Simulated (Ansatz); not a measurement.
# Sn2H: from a guess to a relaxed structure, part 2 of 2

Aim: relax a trial structure of Sn2H and see where it ends.

Ansatz 0.2.0; DFT PBE, scalar-relativistic, plane waves, PAW. The steps go on from the part before.

## 4. Final relaxation

The end of the coarse run is made exact in the group found at a tolerance of 0.06 Å and reduced to its primitive cell.

input.yaml reads:

```yaml
crystal:
  lattice:
    - [4.9434372351, 0.0, 0.0]
    - [-2.4717186176, 4.2811422277, 0.0]
    - [0.0, 0.0, 5.8246342962]
  atoms:
    - { symbol: Sn, position: [0.0, 0.0, 0.5] }
    - { symbol: Sn, position: [0.0, 0.0, 0.0] }
    - { symbol: Sn, position: [0.6666666667, 0.3333333333, 0.25] }
    - { symbol: Sn, position: [0.3333333333, 0.6666666667, 0.75] }
    - { symbol: H, position: [0.6666666667, 0.3333333333, 0.75] }
    - { symbol: H, position: [0.3333333333, 0.6666666667, 0.25] }
basis:
  ecutwfc: 420
kpoints:
  mp_grid: { grid: [12, 12, 6] }
hamiltonian:
  xc: pbe
scf:
  occupations: { method: gaussian, width: 0.1 }
output:
  forces: true
  stress: true
  eigenvalues: true
relax:
  adjacent_minimum: "off"
  f_tol: 0.01
  max_steps: 80
  cell: { stress_tol: 0.05 }
```

Run with:

```bash
$ ansatz run input.yaml --threads 1 --pin off --max-ram 2560MiB --backend cpu --events-out ev --progress --plain --runs-dir out
```

What it wrote:

```text
Warning: RAYON_NUM_THREADS=1 ignored (pool sized by the plan → 1); use --threads N
Engine: ansatz 0.2.0, x86_64-unknown-linux-gnu
Pseudopotentials: kind: paw
Pseudopotential: Sn, paw, valence charge 14, recommended cutoff 420 eV (normal), Sn.paw.azcp
Pseudopotential: H, paw, valence charge 1, recommended cutoff 420 eV (normal), H.paw.azcp
Functional definition: PBE
  parameter kappa = 0.804
  parameter beta = 0.06672455060314922
  exchange = pbe_x(kappa = kappa, mu = beta*pi^2/3)
  correlation = pbe_c(beta = beta)
Crystal: 6 atoms, lattice volume = 123.270 Å³
Basis set: ecut = 420 eV, 2437 PW (Γ), exchange–correlation on 72×72×80 points (8 copies of the dense FFT grid, shifted against one another)
Bands: 35, of which v1, the nominal top of the filled ones, is band 29 counted from 1 (28 counted from 0)
Symmetry: 24 space group operations
Space group: P63/mmc (ITA 194), of the structure as read, at distance tolerance 5.0e-5 Å
k-points: 76 of 864
Non-local potential: Sn, projectors of the file, l = 0: 2, l = 1: 2, l = 2: 2, l = 3: 2
Non-local potential: H, projectors of the file, l = 0: 2, l = 1: 1
PAW form: soft (Blöchl's): semilocal exchange-correlation on the pseudo side does not see the compensation charge
PAW one-centre angular grid: Sn, 590 points (default); XC on 64 Gauss nodes
PAW one-centre angular grid: H, 110 points (default); XC on 64 Gauss nodes
Initial density: superposition of atomic densities (neutral atoms: chi_scale 0, normalization atom), corrected by the library's trained network
Initial wavefunctions: pseudopotential atomic-orbital guess
Functional: x = pbe(κ = 0.804, μ = 0.2195149727645171), c = pbe(β = 0.06672455060314922)
SCF iter   1: F=—  HF=-24125.328478 eV  |F-HF|=—  |Δ(HF+E_count)|=         —  Δρ=1.59e-3  dr2=4.03e-3  ethr=1.77e-3  ⟨swp⟩=7.2  Hψ=11487  notcnv=0
preconditioner: auto → Kerker (q_TF=auto, 2.406 Å⁻¹)  [metal: Δε(μ)=0.015 eV  Ē_g=18.548 eV  σ=0.100 eV  W_gap=0.08  n_scr=22 (ndim 8)  ℏωp=25.5 eV  f_vac=0.000  D(μ)=2.98/eV (n_scr^D=20)]
SCF iter   2: F=—  HF=-24125.326384 eV  |F-HF|=—  |Δ(HF+E_count)|=   2.09e-3  Δρ=9.66e-4  dr2=1.37e-3  ethr=6.96e-6  ⟨swp⟩=2.0  Hψ=5136  notcnv=0
SCF iter   3: F=—  HF=-24125.326396 eV  |F-HF|=—  |Δ(HF+E_count)|=   1.17e-5  Δρ=3.46e-4  dr2=1.92e-4  ethr=2.36e-6  ⟨swp⟩=2.6  Hψ=4859  notcnv=0
SCF iter   4: F=—  HF=-24125.326377 eV  |F-HF|=—  |Δ(HF+E_count)|=   1.86e-5  Δρ=1.71e-4  dr2=3.67e-5  ethr=3.31e-7  ⟨swp⟩=2.0  Hψ=3112  notcnv=0
SCF iter   5: F=—  HF=-24125.326369 eV  |F-HF|=—  |Δ(HF+E_count)|=   8.02e-6  Δρ=2.71e-5  dr2=6.86e-7  ethr=6.32e-8  ⟨swp⟩=2.0  Hψ=4791  notcnv=0
SCF iter   6: F=-24125.326369 eV  HF=-24125.326369 eV  |F-HF|=4.50e-9  |Δ(HF+E_count)|=   2.82e-7  Δρ=5.58e-6  dr2=2.53e-8  ethr=1.72e-10  ⟨swp⟩=9.1  Hψ=13365  notcnv=0
SCF 1 converged in 6 iterations: F = -24125.326369 eV  dr2 = 2.53e-8
relax step   1: F+E_penalty+E_count = -24125.32636863 eV  Δ(F+E_penalty+E_count) = +0.000e0 eV  max|allowed force component| = 1.313e-17 eV/Å  Δτ_max = 0.0000 Å  P = +0.157 GPa  Ω = 123.270 Å³  (6 SCF iters, dr2 threshold 1.00e-7 eV, accepted)
[... from here on, the SCF cycles and remarks between the steps are left out ...]
relax step   2: F+E_penalty+E_count = -24125.36192541 eV  Δ(F+E_penalty+E_count) = -3.556e-2 eV  max|allowed force component| = 2.237e-17 eV/Å  Δτ_max = 0.0000 Å  P = -0.365 GPa  Ω = 123.638 Å³  energy of the carried Pulay correction = -1.480e-4 eV  (5 SCF iters, dr2 threshold 6.00e-7 eV, accepted)
relax step   3: F+E_penalty+E_count = -24125.44787572 eV  Δ(F+E_penalty+E_count) = -8.595e-2 eV  max|allowed force component| = 9.445e-18 eV/Å  Δτ_max = 0.0000 Å  P = +2.133 GPa  Ω = 116.450 Å³  energy of the carried Pulay correction = +2.593e-3 eV  (6 SCF iters, dr2 threshold 6.00e-7 eV, accepted)
relax step   4: F+E_penalty+E_count = -24125.55829013 eV  Δ(F+E_penalty+E_count) = -1.104e-1 eV  max|allowed force component| = 2.657e-17 eV/Å  Δτ_max = 0.0000 Å  P = +0.339 GPa  Ω = 119.824 Å³  energy of the carried Pulay correction = +1.256e-3 eV  (5 SCF iters, dr2 threshold 6.00e-7 eV, accepted)
relax step   5: F+E_penalty+E_count = -24125.68144972 eV  Δ(F+E_penalty+E_count) = -1.232e-1 eV  max|allowed force component| = 1.597e-17 eV/Å  Δτ_max = 0.0000 Å  P = +0.553 GPa  Ω = 118.859 Å³  energy of the carried Pulay correction = +1.608e-3 eV  (5 SCF iters, dr2 threshold 6.00e-7 eV, accepted)
relax step   6: F+E_penalty+E_count = -24125.75135014 eV  Δ(F+E_penalty+E_count) = -6.990e-2 eV  max|allowed force component| = 1.742e-17 eV/Å  Δτ_max = 0.0000 Å  P = +0.463 GPa  Ω = 118.638 Å³  energy of the carried Pulay correction = +1.673e-3 eV  (5 SCF iters, dr2 threshold 6.00e-7 eV, accepted)
relax step   7: F+E_penalty+E_count = -24125.77941828 eV  Δ(F+E_penalty+E_count) = -2.807e-2 eV  max|allowed force component| = 1.621e-17 eV/Å  Δτ_max = 0.0000 Å  P = -0.305 GPa  Ω = 119.412 Å³  energy of the carried Pulay correction = +1.352e-3 eV  (5 SCF iters, dr2 threshold 6.00e-7 eV, accepted)
relax step   8: F+E_penalty+E_count = -24125.63691744 eV  Δ(F+E_penalty+E_count) = +1.425e-1 eV  max|allowed force component| = 3.161e-17 eV/Å  Δτ_max = 0.0000 Å  P = +5.461 GPa  Ω = 108.708 Å³  energy of the carried Pulay correction = +5.662e-3 eV  (6 SCF iters, dr2 threshold 4.03e-7 eV, rejected (line search))
relax step   9: F+E_penalty+E_count = -24125.78200964 eV  Δ(F+E_penalty+E_count) = -2.591e-3 eV  max|allowed force component| = 2.701e-17 eV/Å  Δτ_max = 0.0000 Å  P = -0.060 GPa  Ω = 118.632 Å³  energy of the carried Pulay correction = +1.651e-3 eV  (10 SCF iters, accepted)
relax step  10: F+E_penalty+E_count = -24125.78249715 eV  Δ(F+E_penalty+E_count) = -4.875e-4 eV  max|allowed force component| = 1.850e-17 eV/Å  Δτ_max = 0.0000 Å  P = +0.031 GPa  Ω = 118.054 Å³  energy of the carried Pulay correction = +1.871e-3 eV  (6 SCF iters, dr2 threshold 4.21e-8 eV, accepted)
relax step  11: F+E_penalty+E_count = -24125.78271140 eV  Δ(F+E_penalty+E_count) = -2.143e-4 eV  max|allowed force component| = 1.234e-17 eV/Å  Δτ_max = 0.0000 Å  P = +0.004 GPa  Ω = 118.293 Å³  energy of the carried Pulay correction = +1.780e-3 eV  (5 SCF iters, dr2 threshold 2.25e-8 eV, accepted)
relax step  12: F+E_penalty+E_count = -24125.87050346 eV  Δ(F+E_penalty+E_count) = -8.779e-2 eV  max|allowed force component| = 1.388e-17 eV/Å  Δτ_max = 0.0000 Å  P = +0.957 GPa  Ω = 118.293 Å³  stress off target by 2.86e0 GPa  SCF on the basis re-selected at this cell (its energy is not comparable with the rows above)  (8 SCF iters)
relax step  13: F+E_penalty+E_count = -24125.95802075 eV  Δ(F+E_penalty+E_count) = -8.752e-2 eV  max|allowed force component| = 2.318e-17 eV/Å  Δτ_max = 0.0000 Å  P = +1.106 GPa  Ω = 118.175 Å³  energy of the carried Pulay correction = +3.483e-6 eV  (5 SCF iters, dr2 threshold 6.00e-7 eV, accepted)
relax step  14: F+E_penalty+E_count = -24126.04629199 eV  Δ(F+E_penalty+E_count) = -8.827e-2 eV  max|allowed force component| = 3.089e-17 eV/Å  Δτ_max = 0.0000 Å  P = +0.808 GPa  Ω = 118.782 Å³  energy of the carried Pulay correction = -2.483e-4 eV  (5 SCF iters, dr2 threshold 6.00e-7 eV, accepted)
relax step  15: F+E_penalty+E_count = -24126.11238463 eV  Δ(F+E_penalty+E_count) = -6.609e-2 eV  max|allowed force component| = 4.330e-17 eV/Å  Δτ_max = 0.0000 Å  P = +0.528 GPa  Ω = 119.448 Å³  energy of the carried Pulay correction = -5.190e-4 eV  (5 SCF iters, dr2 threshold 6.00e-7 eV, accepted)
relax step  16: F+E_penalty+E_count = -24126.16591207 eV  Δ(F+E_penalty+E_count) = -5.353e-2 eV  max|allowed force component| = 3.537e-17 eV/Å  Δτ_max = 0.0000 Å  P = +0.671 GPa  Ω = 119.237 Å³  energy of the carried Pulay correction = -4.855e-4 eV  (5 SCF iters, dr2 threshold 6.00e-7 eV, accepted)
relax step  17: F+E_penalty+E_count = -24126.19162789 eV  Δ(F+E_penalty+E_count) = -2.572e-2 eV  max|allowed force component| = 1.079e-16 eV/Å  Δτ_max = 0.0000 Å  P = -0.742 GPa  Ω = 122.565 Å³  energy of the carried Pulay correction = -1.665e-3 eV  (5 SCF iters, dr2 threshold 6.00e-7 eV, accepted)
relax step  18: F+E_penalty+E_count = -24126.23200312 eV  Δ(F+E_penalty+E_count) = -4.038e-2 eV  max|allowed force component| = 9.247e-17 eV/Å  Δτ_max = 0.0000 Å  P = +0.835 GPa  Ω = 118.312 Å³  energy of the carried Pulay correction = -2.437e-4 eV  (6 SCF iters, dr2 threshold 6.00e-7 eV, accepted)
relax step  19: F+E_penalty+E_count = -24126.23952924 eV  Δ(F+E_penalty+E_count) = -7.526e-3 eV  max|allowed force component| = 7.401e-17 eV/Å  Δτ_max = 0.0000 Å  P = -0.550 GPa  Ω = 120.579 Å³  energy of the carried Pulay correction = -1.070e-3 eV  (5 SCF iters, dr2 threshold 6.00e-7 eV, accepted)
relax step  20: F+E_penalty+E_count = -24126.24212068 eV  Δ(F+E_penalty+E_count) = -2.591e-3 eV  max|allowed force component| = 2.375e-16 eV/Å  Δτ_max = 0.0000 Å  P = -0.047 GPa  Ω = 119.414 Å³  energy of the carried Pulay correction = -6.672e-4 eV  (4 SCF iters, dr2 threshold 6.00e-7 eV, accepted)
relax step  21: F+E_penalty+E_count = -24126.24228092 eV  Δ(F+E_penalty+E_count) = -1.602e-4 eV  max|allowed force component| = 1.698e-16 eV/Å  Δτ_max = 0.0000 Å  P = -0.014 GPa  Ω = 119.230 Å³  energy of the carried Pulay correction = -6.063e-4 eV  (5 SCF iters, dr2 threshold 1.10e-8 eV, accepted)
relax step  22: F+E_penalty+E_count = -24126.32486475 eV  Δ(F+E_penalty+E_count) = -8.258e-2 eV  max|allowed force component| = 1.417e-16 eV/Å  Δτ_max = 0.0000 Å  P = +0.930 GPa  Ω = 119.230 Å³  stress off target by 2.69e0 GPa  SCF on the basis re-selected at this cell (its energy is not comparable with the rows above)  (8 SCF iters)
relax step  23: F+E_penalty+E_count = -24126.39200046 eV  Δ(F+E_penalty+E_count) = -6.714e-2 eV  max|allowed force component| = 7.401e-17 eV/Å  Δτ_max = 0.0000 Å  P = +0.973 GPa  Ω = 118.941 Å³  energy of the carried Pulay correction = +8.545e-5 eV  (6 SCF iters, dr2 threshold 6.00e-7 eV, accepted)
relax step  24: F+E_penalty+E_count = -24126.46349182 eV  Δ(F+E_penalty+E_count) = -7.149e-2 eV  max|allowed force component| = 4.939e-17 eV/Å  Δτ_max = 0.0000 Å  P = +1.040 GPa  Ω = 118.887 Å³  energy of the carried Pulay correction = +7.720e-5 eV  (6 SCF iters, dr2 threshold 6.00e-7 eV, accepted)
relax step  25: F+E_penalty+E_count = -24126.51253576 eV  Δ(F+E_penalty+E_count) = -4.904e-2 eV  max|allowed force component| = 8.948e-17 eV/Å  Δτ_max = 0.0000 Å  P = +0.623 GPa  Ω = 119.882 Å³  energy of the carried Pulay correction = -3.521e-4 eV  (5 SCF iters, dr2 threshold 6.00e-7 eV, accepted)
relax step  26: F+E_penalty+E_count = -24126.54383867 eV  Δ(F+E_penalty+E_count) = -3.130e-2 eV  max|allowed force component| = 1.572e-16 eV/Å  Δτ_max = 0.0000 Å  P = +0.148 GPa  Ω = 121.202 Å³  energy of the carried Pulay correction = -9.270e-4 eV  (5 SCF iters, dr2 threshold 6.00e-7 eV, accepted)
relax step  27: F+E_penalty+E_count = -24126.54380497 eV  Δ(F+E_penalty+E_count) = +3.370e-5 eV  max|allowed force component| = 1.541e-16 eV/Å  Δτ_max = 0.0000 Å  P = +0.411 GPa  Ω = 121.220 Å³  energy of the carried Pulay correction = -9.649e-4 eV  (5 SCF iters, dr2 threshold 6.00e-7 eV, accepted)
relax step  28: F+E_penalty+E_count = -24126.54898518 eV  Δ(F+E_penalty+E_count) = -5.180e-3 eV  max|allowed force component| = 1.450e-16 eV/Å  Δτ_max = 0.0000 Å  P = -0.321 GPa  Ω = 122.682 Å³  energy of the carried Pulay correction = -1.576e-3 eV  (5 SCF iters, dr2 threshold 6.00e-7 eV, accepted)
relax step  29: F+E_penalty+E_count = -24126.55010546 eV  Δ(F+E_penalty+E_count) = -1.120e-3 eV  max|allowed force component| = 7.103e-17 eV/Å  Δτ_max = 0.0000 Å  P = +0.112 GPa  Ω = 121.555 Å³  energy of the carried Pulay correction = -1.090e-3 eV  (4 SCF iters, dr2 threshold 3.08e-7 eV, accepted)
relax step  30: F+E_penalty+E_count = -24126.55016744 eV  Δ(F+E_penalty+E_count) = -6.199e-5 eV  max|allowed force component| = 6.476e-17 eV/Å  Δτ_max = 0.0000 Å  P = +0.010 GPa  Ω = 121.848 Å³  energy of the carried Pulay correction = -1.217e-3 eV  (4 SCF iters, dr2 threshold 9.55e-8 eV, accepted)
relax step  31: F+E_penalty+E_count = -24126.55600881 eV  Δ(F+E_penalty+E_count) = -5.841e-3 eV  max|allowed force component| = 1.636e-16 eV/Å  Δτ_max = 0.0000 Å  P = +0.052 GPa  Ω = 121.848 Å³  stress off target by 1.69e-1 GPa  SCF on the basis re-selected at this cell (its energy is not comparable with the rows above)  (6 SCF iters)
relax step  32: F+E_penalty+E_count = -24126.55612157 eV  Δ(F+E_penalty+E_count) = -1.128e-4 eV  max|allowed force component| = 1.789e-16 eV/Å  Δτ_max = 0.0000 Å  P = +0.005 GPa  Ω = 122.029 Å³  energy of the carried Pulay correction = -6.627e-5 eV  (4 SCF iters, dr2 threshold 7.16e-8 eV, accepted)
relax step  33: F+E_penalty+E_count = -24126.55618153 eV  Δ(F+E_penalty+E_count) = -5.996e-5 eV  max|allowed force component| = 1.758e-16 eV/Å  Δτ_max = 0.0000 Å  P = +0.005 GPa  Ω = 122.029 Å³  stress off target by 1.30e-2 GPa  SCF on the basis re-selected at this cell (its energy is not comparable with the rows above)  (5 SCF iters)
basis re-selected at this cell: Δ(F+E_penalty+E_count) = -5.996e-5 eV, ΔP = -0.000 GPa vs the last step (what re-selecting the basis moved, of the pressure what is left beyond the Pulay correction that the steps carried, after the strain that the cell walked since its last selection, with what the two solves' SCF thresholds leave and, on support functions, any second-order correction that the steps lacked; it is no measure of the basis error at this ecutwfc). This SCF's stress stands 1.30e-2 GPa from its target on what of the cell is left free (relax.cell.stress_tol is 5.00e-2 GPa) and its largest allowed force component is 1.76e-16 eV/Å (relax.f_tol is 1.00e-2 eV/Å): within both
SCF converged after 5 iterations
Free energy (F): -24126.556182 eV
Harris-Foulkes:  -24126.556182 eV  (|F-HF|=1.09e-11)
Internal energy: -24126.546240 eV  (E = F + TS)
E sigma→0 (E₀):  -24126.551211 eV
Entropy (-TS):   -0.009941 eV (-1.657 meV/atom)
Fermi energy:    9.578651 eV
--- Per-component energies (eV) ---
  E_band       = -387.499972
  E_kinetic    = 768.769721
  E_local      = -3556.786753  (includes V_loc(G=0)·N_el)
  E_nonlocal   = -127.908980
  E_hartree    = 2174.204062
  E_xc         = -1548.075948
  E_vxc        = -406.654909  (∫ρ·V_xc dr)
  E_paw        = -16540.728077  (= ΣΔE_a)
  E_vpaw       = -1413.324949  (= ΣTr[D̂ρ^β])
  E_aug_tail   = -0.002190  (compensation charges beyond the density's cutoff)
  E_ewald      = -5296.018075
  E_smearing   = -0.009941  (= −TS)
  E_closure    = 0.000000  (closes the sum)
  Σ components = -24126.556182   (vs F -24126.556182, Δ=0.00e0)
--- Forces (eV/Å), atoms counted from 1 ---
  atom   1  Sn     0.00000000    -0.00000000     0.00000000
  atom   2  Sn    -0.00000000     0.00000000     0.00000000
  atom   3  Sn     0.00000000     0.00000000     0.00000000
  atom   4  Sn    -0.00000000    -0.00000000     0.00000000
  atom   5  H     -0.00000000    -0.00000000     0.00000000
  atom   6  H      0.00000000     0.00000000     0.00000000
  max |Σ_I F_I| component: 5.55e-17 eV/Å
--- Stress (GPa, compression-positive) ---
        0.000414       0.000000       0.000000
        0.000000       0.000414       0.000000
        0.000000       0.000000       0.013011
  P = ⅓ Tr σ = 0.0046 GPa (0.046 kbar)
--- Band table (eV; the first three rows and the last of 76) ---
  k-point 0: bands = ["-12.0094", "-12.0094", "-12.0063", "-12.0043", "-12.0020", "-12.0020", "-11.9687", "-11.9687", "-11.9384", "-11.9384", "-11.8714", "-11.8714", "-11.8601", "-11.8601", "-11.8528", "-11.8519", "-11.8072", "-11.8072", "-11.7949", "-11.7949", "-1.5812", "-0.8521", "0.5641", "2.8106", "5.6274", "9.8019", "11.3180", "12.0349", "13.3184", "13.5683", "13.5683", "14.0769", "14.0769", "14.6670", "14.6670"]
[... 3 lines left out ...]
--- Relaxed structure (29 steps of the walk, 28 accepted, 4 SCFs on fresh bases) ---
  F+E_penalty+E_count = -24126.55618153 eV   max|allowed force component| = 1.758e-16 eV/Å   (the final SCF, on the basis selected at the relaxed cell)
  cell:  # Å, volume = 122.0292 Å³
    - [3.619406993741317, 2.1135757448085806e-11, 0.0]
    - [-1.8097034968889627, 3.1344984032044776, 0.0]
    - [0.0, 0.0, 10.756182676784768]
  atoms:
    - { symbol: Sn, position: [-3.4063487219202867e-34, 1.5691725697919093e-33, 0.5] }
    - { symbol: Sn, position: [-9.901437813014227e-34, 2.0979965734817013e-33, 3.0998672724242674e-36] }
    - { symbol: Sn, position: [0.6666666666666666, 0.3333333333333333, 0.25] }
    - { symbol: Sn, position: [0.33333333333333337, 0.6666666666666667, 0.7500000000000001] }
    - { symbol: H, position: [0.6666666666666666, 0.3333333333333333, 0.7500000000000001] }
    - { symbol: H, position: [0.33333333333333337, 0.6666666666666667, 0.25] }
```

It took 12 min on 1 thread of Intel Xeon at 2.70GHz, shared host; peak memory 0.58 GiB.

Relaxation path:

| step | energy from step 1 (eV/cell) | largest force component (eV/Å) | pressure (GPa) | volume (Å³) |
| --- | --- | --- | --- | --- |
| 1 | 0.0000 | 0.0000 | 0.16 | 123.27 |
| 2 | -0.0356 | 0.0000 | -0.36 | 123.64 |
| 3 | -0.1215 | 0.0000 | 2.13 | 116.45 |
| 4 | -0.2319 | 0.0000 | 0.34 | 119.82 |
| 5 | -0.3551 | 0.0000 | 0.55 | 118.86 |
| 6 | -0.4250 | 0.0000 | 0.46 | 118.64 |
| 7 | -0.4530 | 0.0000 | -0.30 | 119.41 |
| 8 | -0.3105 | 0.0000 | 5.46 | 108.71 |
| 9 | -0.4556 | 0.0000 | -0.06 | 118.63 |
| 10 | -0.4561 | 0.0000 | 0.03 | 118.05 |
| 11 | -0.4563 | 0.0000 | 0.00 | 118.29 |
| 12 | -0.5441 | 0.0000 | 0.96 | 118.29 |
| 13 | -0.6317 | 0.0000 | 1.11 | 118.17 |
| 14 | -0.7199 | 0.0000 | 0.81 | 118.78 |
| 15 | -0.7860 | 0.0000 | 0.53 | 119.45 |
| 16 | -0.8395 | 0.0000 | 0.67 | 119.24 |
| 17 | -0.8653 | 0.0000 | -0.74 | 122.57 |
| 18 | -0.9056 | 0.0000 | 0.84 | 118.31 |
| 19 | -0.9132 | 0.0000 | -0.55 | 120.58 |
| 20 | -0.9158 | 0.0000 | -0.05 | 119.41 |
| 21 | -0.9159 | 0.0000 | -0.01 | 119.23 |
| 22 | -0.9985 | 0.0000 | 0.93 | 119.23 |
| 23 | -1.0656 | 0.0000 | 0.97 | 118.94 |
| 24 | -1.1371 | 0.0000 | 1.04 | 118.89 |
| 25 | -1.1862 | 0.0000 | 0.62 | 119.88 |
| 26 | -1.2175 | 0.0000 | 0.15 | 121.20 |
| 27 | -1.2174 | 0.0000 | 0.41 | 121.22 |
| 28 | -1.2226 | 0.0000 | -0.32 | 122.68 |
| 29 | -1.2237 | 0.0000 | 0.11 | 121.55 |
| 30 | -1.2238 | 0.0000 | 0.01 | 121.85 |
| 31 | -1.2296 | 0.0000 | 0.05 | 121.85 |
| 32 | -1.2298 | 0.0000 | 0.00 | 122.03 |
| 33 | -1.2298 | 0.0000 | 0.00 | 122.03 |

Step 1 is the start. Steps 12, 22, 31, 33 each repeat the geometry before them on a plane-wave basis chosen anew, so the energy can jump there without any move. Step 8 was tried and not accepted.

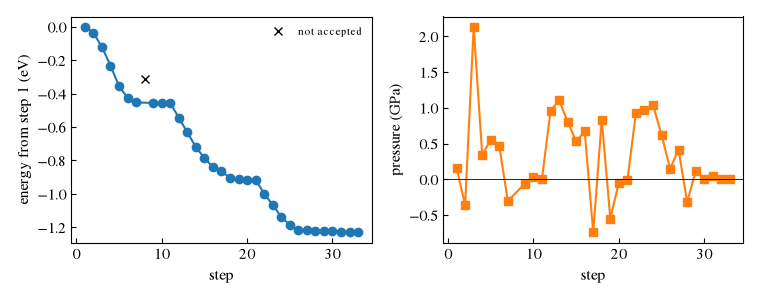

Energy and pressure along the relaxation.

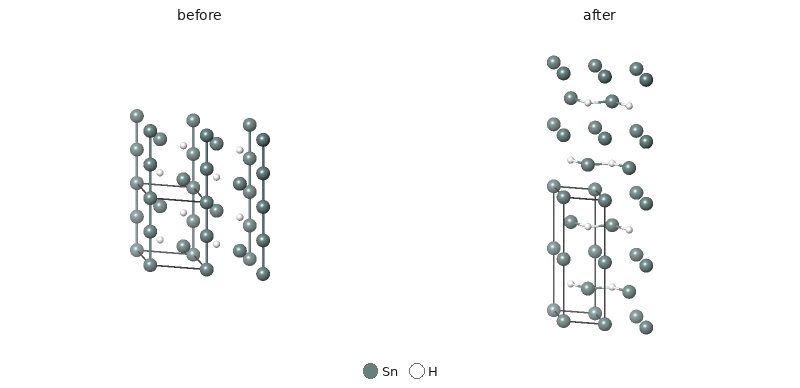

The structure before (left) and after (right) the relaxation, drawn at the same scale.

|  | before | after | change |
| --- | --- | --- | --- |
| a (Å) | 4.943 | 3.619 | -26.8 % |
| b (Å) | 4.943 | 3.619 | -26.8 % |
| c (Å) | 5.825 | 10.756 | +84.7 % |
| volume (Å³/atom) | 20.54 | 20.34 | -1.0 % |
| shortest distance (Å) | 2.854 | 2.090 | -26.8 % |
| space group (0.01 Å) | P6_3/mmc | P6_3/mmc | same |

Forces and stress were held to the start's 24 operations: a distortion of lower symmetry was not tested.

## 5. Results

What follows sums up all 2 parts. Changes of volume or cell count from the first structure of part 1.

```
                                                                       quantity                                                                        value
                                         symmetry at the end (tolerance 0.05 Å)                                               space group P6_3/mmc (No. 194)
                                                              conventional cell  a = 3.619 Å, b = 3.619 Å, c = 10.756 Å, α = 90.00°, β = 90.00°, γ = 120.00°
                                                                         volume                                                                20.34 Å³/atom
energy over the elements (uncorrected; H, N, O, F and Cl as molecules), grey Sn                                                                +0.34 eV/atom
                                                                gap on the mesh                                                                 none (metal)
```

**Reading.** The space group P6_3/mmc (No. 194) is kept, and the volume per atom grows by 11.2 % from the first guess. With a positive formation energy it can't be a ground state. No finished test with a distortion of lower symmetry is shown, so the end may be a saddle point.
